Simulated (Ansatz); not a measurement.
**SiC: geometry relaxation**

SiC (F-43m, 2 atoms in the cell), computed with DFT PBE+D3(BJ), scalar-relativistic, plane waves, PAW, no spin polarisation (Ansatz 0.2.0).

The structure derives from an entry of the Crystallography Open Database.

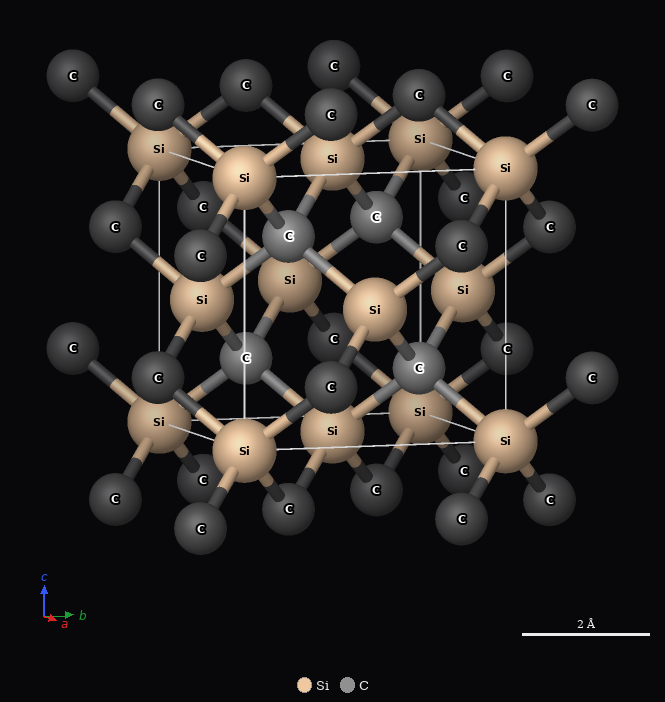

**Figure 1.** The starting structure (ball-and-stick view of the cell 4 times as large as that of the calculation, set on its symmetry axes, seen slightly off an axis; neighbours outside the cell are drawn fainter). Near neighbours in the crystal (not all of them lie inside the picture): Si has 4 C at 1.88 Å; C has 4 Si at 1.88 Å.

The input:
```yaml
crystal:
  lattice:
    - [0.0, 2.174, 2.174]
    - [2.174, 0.0, 2.174]
    - [2.174, 2.174, 0.0]
  atoms:
    - { symbol: Si, position: [0.0, 0.0, 0.0] }
    - { symbol: C, position: [0.75, 0.75, 0.75] }
basis:
  ecutwfc: 420
kpoints:
  mp_grid: { grid: [12, 12, 12] }
hamiltonian:
  xc: pbe
  dispersion: d3bj
scf:
  occupations: { method: gaussian, width: 0.02 }
output:
  forces: true
  stress: true
  eigenvalues: true
  write_density: true
  write_potential: true
  elf: true
  volumetric_format: npy
relax:
  adjacent_minimum: "off"
  f_tol: 0.005
  max_steps: 80
  cell: { stress_tol: 0.05 }
```

Hardware: 2 threads of Arm Neoverse V1, 24 GiB of memory available, shared host.

Run as:
```bash
ansatz run input.yaml --threads 2 --pin off --max-ram 5120MiB --backend cpu --events-out ev --progress --plain --runs-dir out
```

The program's output:
```
Engine: ansatz 0.2.0, aarch64-unknown-linux-gnu
Pseudopotentials: kind: paw
Pseudopotential: Si, paw, valence charge 4, recommended cutoff 420 eV (normal), Si.paw.azcp
Pseudopotential: C, paw, valence charge 4, recommended cutoff 420 eV (normal), C.paw.azcp
Functional definition: PBE
  parameter kappa = 0.804
  parameter beta = 0.06672455060314922
  exchange = pbe_x(kappa = kappa, mu = beta*pi^2/3)
  correlation = pbe_c(beta = beta)
Crystal: 2 atoms, lattice volume = 20.550 Å³
Basis set: ecut = 420 eV, 411 PW (Γ), exchange–correlation on 48×48×48 points (8 copies of the dense FFT grid, shifted against one another)
Bands: 8, of which v1, the nominal top of the filled ones, is band 4 counted from 1 (3 counted from 0)
Symmetry: 24 space group operations
Space group: F-43m (ITA 216), of the structure as read, at distance tolerance 2.7e-5 Å
k-points: 72 of 1728 (time reversal used)
Non-local potential: Si, projectors of the file, l = 0: 2, l = 1: 2, l = 2: 2
Non-local potential: C, projectors of the file, l = 0: 2, l = 1: 2, l = 2: 1
PAW form: soft (Blöchl's): semilocal exchange-correlation on the pseudo side does not see the compensation charge
PAW one-centre angular grid: Si, 110 points (default); XC on 64 Gauss nodes
PAW one-centre angular grid: C, 110 points (default); XC on 64 Gauss nodes
Initial density: superposition of atomic densities (neutral atoms: chi_scale 0, normalization atom), corrected by the library's trained network
Initial wavefunctions: pseudopotential atomic-orbital guess
Functional: x = pbe(κ = 0.804, μ = 0.2195149727645171), c = pbe(β = 0.06672455060314922)
SCF iter   1: F=—  HF=-887.759991 eV  |F-HF|=—  |Δ(HF+E_count)|=         —  Δρ=2.20e-3  dr2=1.00e-3  ethr=1.77e-3  ⟨swp⟩=6.1  Hψ=4873  notcnv=0
preconditioner: auto → none  [insulator: Δε(μ)=1.331 eV  Ē_g=14.103 eV  σ=0.020 eV  W_gap=1.00  n_scr=0 (ndim 8)  ℏωp=23.2 eV  f_vac=0.000  D(μ)=0.00/eV (n_scr^D=0)  ε∞_Penn≈3.7]
SCF iter   2: F=—  HF=-887.759985 eV  |F-HF|=—  |Δ(HF+E_count)|=   5.79e-6  Δρ=8.17e-4  dr2=8.19e-5  ethr=1.25e-5  ⟨swp⟩=2.5  Hψ=1631  notcnv=0
SCF iter   3: F=—  HF=-887.760001 eV  |F-HF|=—  |Δ(HF+E_count)|=   1.61e-5  Δρ=3.58e-4  dr2=6.41e-6  ethr=1.02e-6  ⟨swp⟩=2.7  Hψ=857  notcnv=0
SCF iter   4: F=—  HF=-887.760027 eV  |F-HF|=—  |Δ(HF+E_count)|=   2.58e-5  Δρ=3.92e-5  dr2=2.59e-7  ethr=8.01e-8  ⟨swp⟩=2.1  Hψ=842  notcnv=0
iter 5 did not close the SCF: its close was put off for the readings that it lacked (scf_convergence_deferred on its scf_iter line)
SCF iter   5: F=-887.760027 eV  HF=-887.760027 eV  |F-HF|=1.06e-9  |Δ(HF+E_count)|=   1.55e-7  Δρ=2.95e-6  dr2=1.11e-9  ethr=3.23e-9  ⟨swp⟩=2.1  Hψ=860  notcnv=0
SCF iter   6: F=-887.760027 eV  HF=-887.760027 eV  |F-HF|=4.30e-11  |Δ(HF+E_count)|=   1.75e-9  Δρ=4.26e-7  dr2=2.24e-11  ethr=1.39e-11  ⟨swp⟩=4.4  Hψ=2595  notcnv=0
SCF 1 converged in 6 iterations: F = -887.760027 eV  dr2 = 2.24e-11
  greatest PAW one-centre occupation: 0.646 electrons in one spin orbital (limit 2), on the C atom at site 1 (counted from 0), in its partial waves of l = 0
relax step   1: F+E_penalty+E_count = -887.76002712 eV  Δ(F+E_penalty+E_count) = +0.000e0 eV  max|allowed force component| = 4.441e-16 eV/Å  Δτ_max = 0.0000 Å  P = +0.109 GPa  Ω = 20.550 Å³  (6 SCF iters, dr2 threshold 1.00e-7 eV, accepted)
Crystal: 2 atoms, lattice volume = 20.555 Å³
Initial density: handed on by an earlier stage of this run
Initial wavefunctions: those handed on with the density
iter 1 solved again at ethr=1.35e-8 eV; its pass at ethr=3.10e-3 eV (dr2=1.08e-6 eV) is discarded
SCF iter   1: F=—  HF=-887.760017 eV  |F-HF|=—  |Δ(HF+E_count)|=         —  Δρ=6.49e-5  dr2=1.06e-6  ethr=1.35e-8  ⟨swp⟩=1.0  Hψ=4796  notcnv=0
preconditioner: auto → none  [insulator: Δε(μ)=1.353 eV  Ē_g=14.107 eV  σ=0.020 eV  W_gap=1.00  n_scr=0 (ndim 8)  ℏωp=23.2 eV  f_vac=0.000  D(μ)=0.00/eV (n_scr^D=0)  ε∞_Penn≈3.7]
SCF iter   2: F=—  HF=-887.760020 eV  |F-HF|=—  |Δ(HF+E_count)|=   3.54e-6  Δρ=1.66e-5  dr2=4.75e-8  ethr=1.33e-8  ⟨swp⟩=2.4  Hψ=831  notcnv=0
SCF iter   3: F=-887.760020 eV  HF=-887.760020 eV  |F-HF|=6.15e-10  |Δ(HF+E_count)|=   1.40e-8  Δρ=4.99e-6  dr2=4.55e-9  ethr=3.72e-10  ⟨swp⟩=7.0  Hψ=2493  notcnv=0
SCF 2 converged in 3 iterations: F = -887.760020 eV  dr2 = 4.55e-9
relax step   2: F+E_penalty+E_count = -887.76002027 eV  Δ(F+E_penalty+E_count) = +6.844e-6 eV  max|allowed force component| = 1.272e-16 eV/Å  Δτ_max = 0.0000 Å  P = +0.052 GPa  Ω = 20.555 Å³  energy of the carried Pulay correction = -9.481e-6 eV  (3 SCF iters, dr2 threshold 2.98e-8 eV, accepted)
Crystal: 2 atoms, lattice volume = 20.560 Å³
iter 1 solved again at ethr=1.19e-8 eV; its pass at ethr=3.10e-3 eV (dr2=9.49e-7 eV) is discarded
SCF iter   1: F=—  HF=-887.760009 eV  |F-HF|=—  |Δ(HF+E_count)|=         —  Δρ=6.01e-5  dr2=9.34e-7  ethr=1.19e-8  ⟨swp⟩=1.0  Hψ=4796  notcnv=0
preconditioner: auto → none  [insulator: Δε(μ)=1.353 eV  Ē_g=14.105 eV  σ=0.020 eV  W_gap=1.00  n_scr=0 (ndim 8)  ℏωp=23.2 eV  f_vac=0.000  D(μ)=0.00/eV (n_scr^D=0)  ε∞_Penn≈3.7]
SCF iter   2: F=—  HF=-887.760012 eV  |F-HF|=—  |Δ(HF+E_count)|=   3.56e-6  Δρ=1.68e-5  dr2=4.62e-8  ethr=1.17e-8  ⟨swp⟩=2.4  Hψ=834  notcnv=0
SCF iter   3: F=-887.760012 eV  HF=-887.760012 eV  |F-HF|=4.90e-10  |Δ(HF+E_count)|=   1.23e-8  Δρ=5.67e-6  dr2=5.78e-9  ethr=8.42e-11  ⟨swp⟩=7.0  Hψ=2480  notcnv=0
SCF 3 converged in 3 iterations: F = -887.760012 eV  dr2 = 5.78e-9
relax step   3: F+E_penalty+E_count = -887.76001244 eV  Δ(F+E_penalty+E_count) = +7.832e-6 eV  max|allowed force component| = 7.401e-17 eV/Å  Δτ_max = 0.0000 Å  P = -0.000 GPa  Ω = 20.560 Å³  energy of the carried Pulay correction = -1.808e-5 eV  (3 SCF iters, dr2 threshold 6.73e-9 eV, accepted)
Initial wavefunctions: pseudopotential atomic-orbital guess (no wavefunctions were taken with the density)
iter 1 solved again at ethr=8.67e-8 eV; its pass at ethr=3.10e-3 eV (dr2=6.94e-6 eV) is discarded
SCF iter   1: F=—  HF=-887.760058 eV  |F-HF|=—  |Δ(HF+E_count)|=         —  Δρ=7.93e-6  dr2=6.32e-9  ethr=8.67e-8  ⟨swp⟩=3.0  Hψ=6460  notcnv=0
preconditioner: auto → none  [insulator: Δε(μ)=1.354 eV  Ē_g=14.105 eV  σ=0.020 eV  W_gap=1.00  n_scr=0 (ndim 8)  ℏωp=23.2 eV  f_vac=0.000  D(μ)=0.00/eV (n_scr^D=0)  ε∞_Penn≈3.7]
SCF iter   2: F=—  HF=-887.760062 eV  |F-HF|=—  |Δ(HF+E_count)|=   4.04e-6  Δρ=4.13e-6  dr2=1.64e-9  ethr=7.90e-11  ⟨swp⟩=2.0  Hψ=849  notcnv=0
SCF iter   3: F=—  HF=-887.760062 eV  |F-HF|=—  |Δ(HF+E_count)|=  8.21e-10  Δρ=1.21e-6  dr2=3.08e-10  ethr=2.04e-11  ⟨swp⟩=2.2  Hψ=814  notcnv=0
SCF iter   4: F=—  HF=-887.760062 eV  |F-HF|=—  |Δ(HF+E_count)|=  9.21e-11  Δρ=3.85e-7  dr2=2.46e-11  ethr=3.85e-12  ⟨swp⟩=2.0  Hψ=833  notcnv=0
SCF iter   5: F=-887.760062 eV  HF=-887.760062 eV  |F-HF|=2.27e-13  |Δ(HF+E_count)|=  4.77e-12  Δρ=7.48e-8  dr2=7.10e-13  ethr=1.00e-12  ⟨swp⟩=5.0  Hψ=2003  notcnv=0
SCF 4 converged in 5 iterations: F = -887.760062 eV  dr2 = 7.10e-13
relax step   4: F+E_penalty+E_count = -887.76006190 eV  Δ(F+E_penalty+E_count) = -4.946e-5 eV  max|allowed force component| = 5.551e-17 eV/Å  Δτ_max = 0.0000 Å  P = +0.002 GPa  Ω = 20.560 Å³  stress off target by 2.21e-3 GPa  SCF on the basis re-selected at this cell (its energy is not comparable with the rows above)  (5 SCF iters)
```

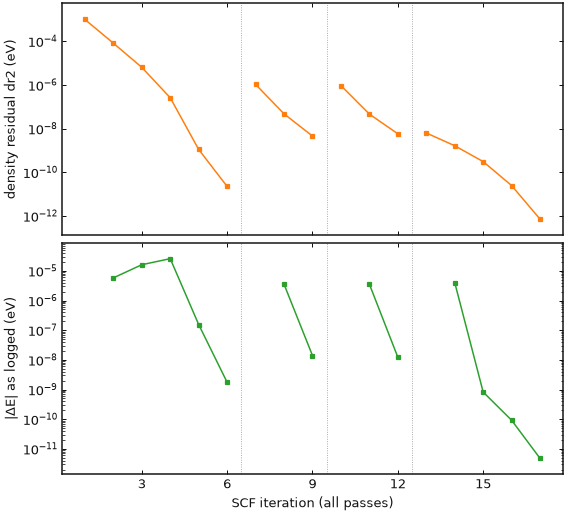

**Figure 2.** Convergence of the self-consistent field: density residual dr2 and size of the energy change against the SCF iteration. The dotted lines part the SCF passes of the relaxation: geometry steps, rejected trials and re-solves on a re-selected basis. The passes take 6, 3, 3 and 5 iterations.

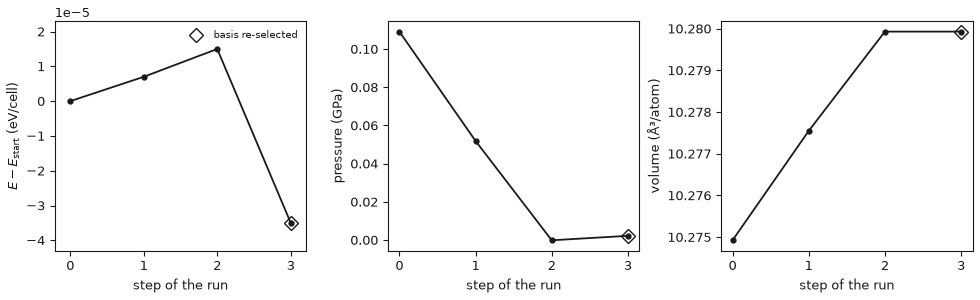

**Figure 3.** Progress of the relaxation, step by step (the first geometry is step 0 here and step 1 in the log). No atom moves by more than 0.005 Å. The cell stays as it was. The space group stays F-43m (No. 216). Over 2 geometry steps the energy rises by next to nothing (0.0 meV per cell of the calculation). All forces vanish by symmetry, so only the cell relaxes. Pressure: 0.11 GPa at the start and 0.00 GPa at the end. A last SCF at the same geometry on a re-selected plane-wave basis shifts the energy by next to nothing (0.0 meV per cell of the calculation).

```
basis re-selected at this cell: Δ(F+E_penalty+E_count) = -4.946e-5 eV, ΔP = +0.002 GPa vs the last step (what re-selecting the basis moved, of the pressure what is left beyond the Pulay correction that the steps carried, after the strain that the cell walked since its last selection, with what the two solves' SCF thresholds leave and, on support functions, any second-order correction that the steps lacked; it is no measure of the basis error at this ecutwfc). This SCF's stress stands 2.21e-3 GPa from its target on what of the cell is left free (relax.cell.stress_tol is 5.00e-2 GPa) and its largest allowed force component is 5.55e-17 eV/Å (relax.f_tol is 5.00e-3 eV/Å): within both
SCF converged after 5 iterations
Free energy (F): -887.760062 eV
Harris-Foulkes:  -887.760062 eV  (|F-HF|=2.27e-13)
Internal energy: -887.760062 eV  (E = F + TS)
E sigma→0 (E₀):  -887.760062 eV
Fermi energy:    10.237157 eV
--- Per-component energies (eV) ---
  E_band       = 29.207125
  E_kinetic    = 136.070946
  E_local      = -104.017682  (includes V_loc(G=0)·N_el)
  E_nonlocal   = 51.931555
  E_hartree    = 31.993775
  E_xc         = -105.618211
  E_vxc        = -109.519443  (∫ρ·V_xc dr)
  E_paw        = -612.121836  (= ΣΔE_a)
  E_vpaw       = -9.245821  (= ΣTr[D̂ρ^β])
  E_aug_tail   = 0.000014  (compensation charges beyond the density's cutoff)
  E_ewald      = -285.392401
  E_disp       = -0.606222  (pairwise vdW)
  E_smearing   = -0.000000  (= −TS)
  E_closure    = -0.000000  (closes the sum)
  Σ components = -887.760062   (vs F -887.760062, Δ=0.00e0)
--- Forces (eV/Å), atoms counted from 1 ---
  atom   1  Si    -0.00000000    -0.00000000     0.00000000
  atom   2  C      0.00000000     0.00000000    -0.00000000
  max |Σ_I F_I| component: 3.70e-17 eV/Å
--- Stress (GPa, compression-positive) ---
        0.002215      -0.000000      -0.000000
       -0.000000       0.002215       0.000000
       -0.000000       0.000000       0.002215
  P = ⅓ Tr σ = 0.0022 GPa (0.022 kbar)
--- Band table (eV; the first three rows and the last of 72) ---
  k-point 0: bands = ["-5.8939", "9.5602", "9.5602", "9.5602", "15.8487", "16.9146", "16.9146", "16.9146"]
  k-point 1: bands = ["-5.7574", "8.8333", "9.4653", "9.4653", "16.0862", "17.0698", "17.0908", "17.0908"]
  k-point 2: bands = ["-5.3518", "7.1855", "9.2303", "9.2303", "15.9538", "17.4323", "17.4323", "17.9640"]
  k-point 71: bands = ["-0.6109", "2.5286", "4.5444", "4.8511", "14.7774", "19.0503", "19.0855", "19.3606"]
--- Relaxed structure (3 steps of the walk, 3 accepted, 1 SCFs on fresh bases) ---
  F+E_penalty+E_count = -887.76006190 eV   max|allowed force component| = 5.551e-17 eV/Å   (the final SCF, on the basis selected at the relaxed cell)
  cell:  # Å, volume = 20.5599 Å³
    - [-3.662298648643707e-35, 2.174353118010383, 2.174353118010383]
    - [2.174353118010383, 1.7467572250270195e-33, 2.174353118010383]
    - [2.174353118010383, 2.174353118010383, 1.171935567565986e-33]
  atoms:
    - { symbol: Si, position: [2.752264479422978e-34, -2.6184578240947864e-34, -2.6968962082526916e-34] }
    - { symbol: C, position: [0.7500000000000001, 0.7500000000000001, 0.7500000000000001] }
```

Trajectory as extended XYZ (Å, eV, eV/Å), 4 frames, from step=1 to step=4:
```
2
Lattice="0.0000 2.1740 2.1740 2.1740 0.0000 2.1740 2.1740 2.1740 0.0000" Properties=species:S:1:pos:R:3:forces:R:3 step=1 energy=-887.76003 pressure_GPa=0.11
Si    0.0000    0.0000    0.0000    0.0000   0.0000   0.0000
C     3.2610    3.2610    3.2610    0.0000   0.0000   0.0000
2
Lattice="0.0000 2.1742 2.1742 2.1742 0.0000 2.1742 2.1742 2.1742 0.0000" Properties=species:S:1:pos:R:3:forces:R:3 step=2 energy=-887.76002 pressure_GPa=0.05
Si    0.0000    0.0000    0.0000    0.0000   0.0000   0.0000
C     3.2613    3.2613    3.2613    0.0000   0.0000   0.0000
2
Lattice="0.0000 2.1744 2.1744 2.1744 0.0000 2.1744 2.1744 2.1744 0.0000" Properties=species:S:1:pos:R:3:forces:R:3 step=3 energy=-887.76001 pressure_GPa=-0.00
Si    0.0000    0.0000    0.0000    0.0000   0.0000   0.0000
C     3.2615    3.2615    3.2615    0.0000   0.0000   0.0000
2
Lattice="0.0000 2.1744 2.1744 2.1744 0.0000 2.1744 2.1744 2.1744 0.0000" Properties=species:S:1:pos:R:3:forces:R:3 step=4 energy=-887.76006 pressure_GPa=0.00
Si    0.0000    0.0000    0.0000    0.0000   0.0000   0.0000
C     3.2615    3.2615    3.2615    0.0000   0.0000   0.0000
```

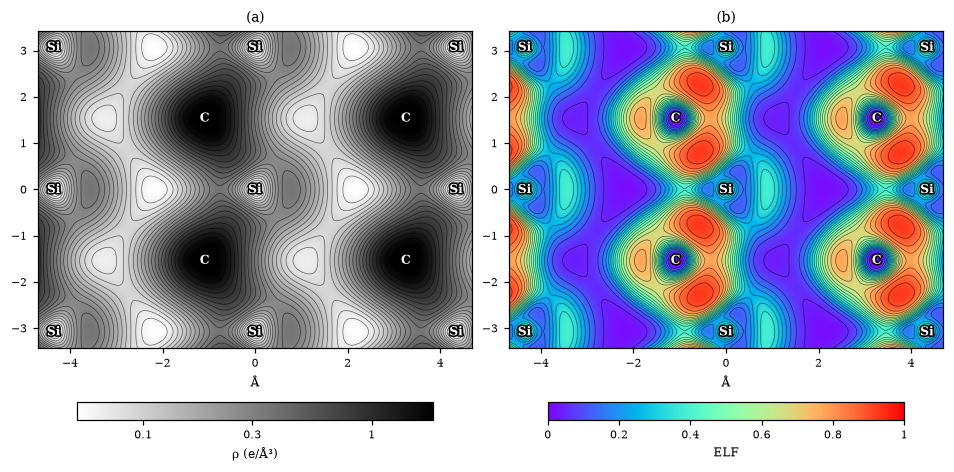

**Figure 4.** (a) valence charge density (pseudo); (b) electron localisation function on the (101) plane of the conventional cell. The plane passes through Si and C nuclei. Away from the nuclei the density in this plane falls to 0.05 e/Å³ at its lowest. In a PAW calculation such maps are meaningful between the atoms, not at the nuclei.

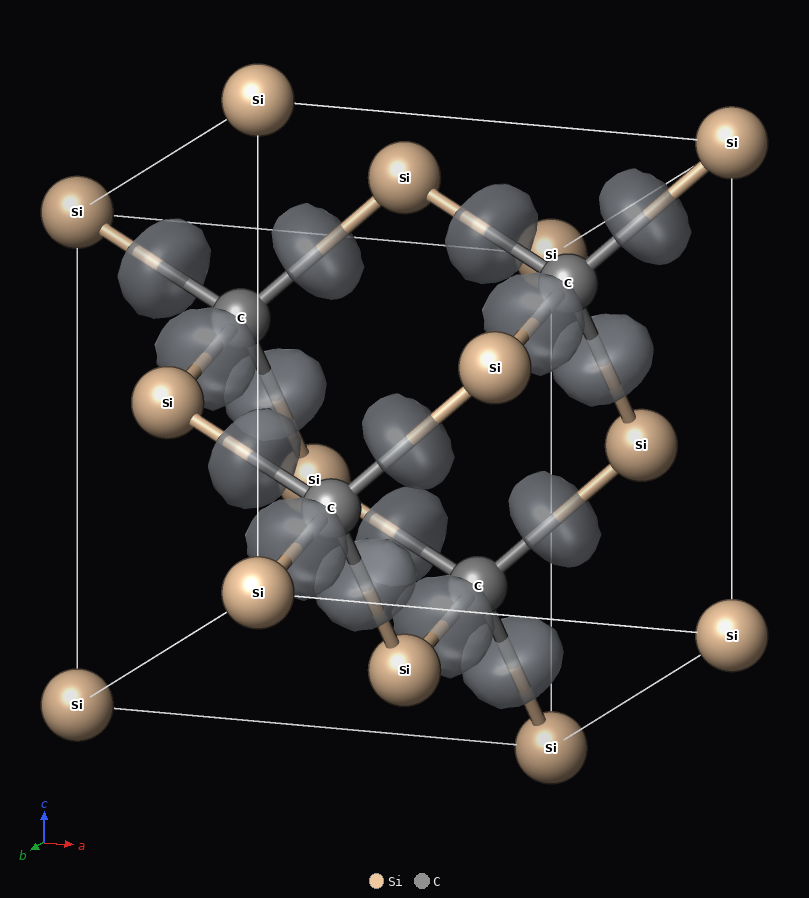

**Figure 5.** Isosurface of the ELF at 0.85 (grey), seen at an oblique angle. Only the valence region is drawn (cores and ρ < 0.01 e/Å³ removed). Sticks mark near contacts. The outline is the cell set on symmetry axes. Values along the shortest contacts: Si–C (1.88 Å): the ELF peaks at about 0.95 between the atoms (localised, shared-pair bonding).

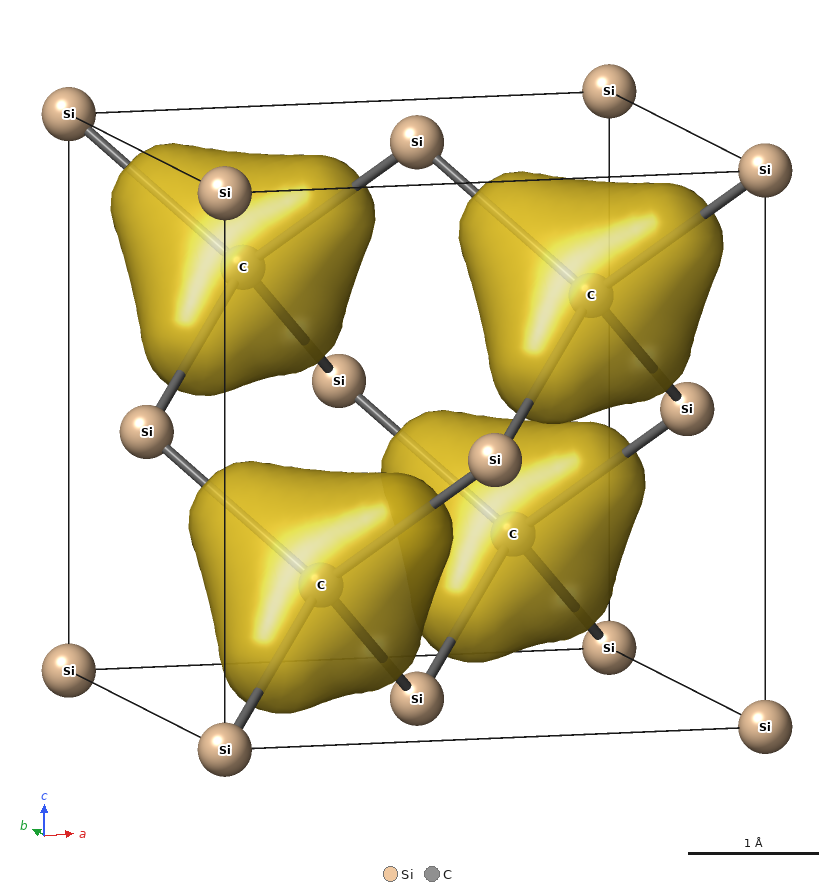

**Figure 6.** Isosurface of the valence electron density at 0.6 e/Å³ (yellow), seen slightly off an axis. Sticks mark near contacts. The outline is the cell set on symmetry axes. At this value the density breaks into separate islands; it holds about 45 % of the electrons treated as valence. On the grid the lowest density along these lines, outside the cores, is 0.71 e/Å³ (Si–C, 1.88 Å).

Summary:

```tsv
quantity	value
outcome	converged
space group (tolerance 0.01 Å)	F-43m (216)
electrons treated	8
free energy	−887.7601 eV
Fermi energy	10.237 eV
gap on the k-point mesh	1.35 eV
pressure	0.00 GPa
final volume	20.56 Å³
largest force (length of the vector) at the end	under 0.001 eV/Å
final cell	a = 3.075 Å, b = 3.075 Å, c = 3.075 Å, α = 60.00°, β = 60.00°, γ = 60.00°
wall time	3.9 s (CPU time 7.4 s)
peak memory	0.28 GiB
```
